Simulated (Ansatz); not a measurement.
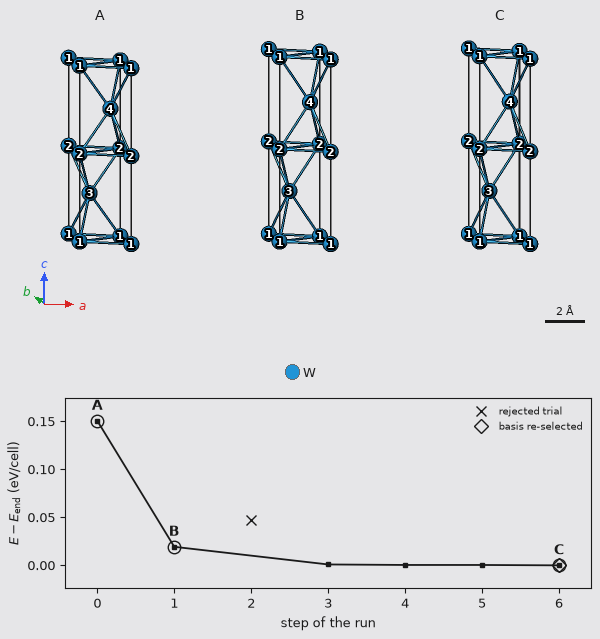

Frames of a relaxation of crystalline W (a generated structure, set up in P6_3/mmc), marked on the history of the run. A ball-and-stick model of the cell of the calculation, seen slightly off an axis.

Phase: dhcp.

Computed with DFT, PBEsol, plane waves (420 eV) with PAW, scalar-relativistic (Ansatz).

Input file:
```yaml
crystal:
  lattice:
    - [2.8194054199, 0.0, 0.0]
    - [-1.40970271, 2.4416767172, 0.0]
    - [0.0, 0.0, 9.2081781015]
  atoms:
    - { symbol: W, position: [0.0, 0.0, 0.0] }
    - { symbol: W, position: [0.0, 0.0, 0.5] }
    - { symbol: W, position: [0.3333333333, 0.6666666667, 0.25] }
    - { symbol: W, position: [0.6666666667, 0.3333333333, 0.75] }
hamiltonian:
  xc: pbesol
  pseudopotentials:
    kind: paw
    azcp:
      W: "pseudopotentials/W.paw.azcp"
basis:
  ecutwfc: 420
  fft_grid_basis: typed
kpoints:
  mp_grid: { grid: [13, 13, 4], shift: [0, 0, 0] }
magnetization:
  spin_polarized: false
scf:
  occupations: { method: fermi_dirac, width: 0.1 }
relax:
  max_steps: 60
  f_tol: 0.01
  cell: {}
output:
  write_density: true
  write_potential: true
  elf: true
  volumetric_format: npy
```

Command:
```bash
ansatz run input.yaml --threads 2 --pin off --max-ram 5120MiB --backend cpu --events-out ev --progress --plain --runs-dir out
```

What happens along the run?

Over 4 accepted moves (6 points after the start) the energy falls by 0.151 eV per cell of the calculation. All forces vanish by symmetry, so only the cell relaxes. The pressure goes from 2.08 to 0.00 GPa. The line search rejected the trial step at point 2 of the run. At 1 point the geometry stayed and the basis and grid were re-selected for the new cell (energy shift of 0.4 meV per cell of the calculation at most each time). No atom moves by more than 0.005 Å relative to the cell. Cell: a = b 2.819 → 2.762 Å (−2.0 %), c 9.208 → 9.705 Å (+5.4 %). Volume +1.1 %. Near-neighbour distances that change, for instance: W1–W3 2.819 → 2.903 Å, W1–W1 2.819 → 2.762 Å. The space group stays P6_3/mmc (No. 194). The program noted that a PAW file was made for another functional than the run's. From step 0 to 1: volume +2.5 %, energy −0.131 eV per cell of the calculation. From step 1 to 6: volume −1.3 %, energy −19.3 meV per cell of the calculation.

```csv
step,"E − E(0), meV/atom","pressure, GPa","volume, Å³/atom",note
0,0.00,2.08,15.847,
1,-32.81,-4.22,16.238,
2,-25.87,2.51,15.964,rejected
3,-37.40,0.22,16.007,
4,-37.53,-0.03,16.028,
5,-37.54,0.00,16.026,
6,-37.64,0.00,16.026,"same geometry, new basis"
```
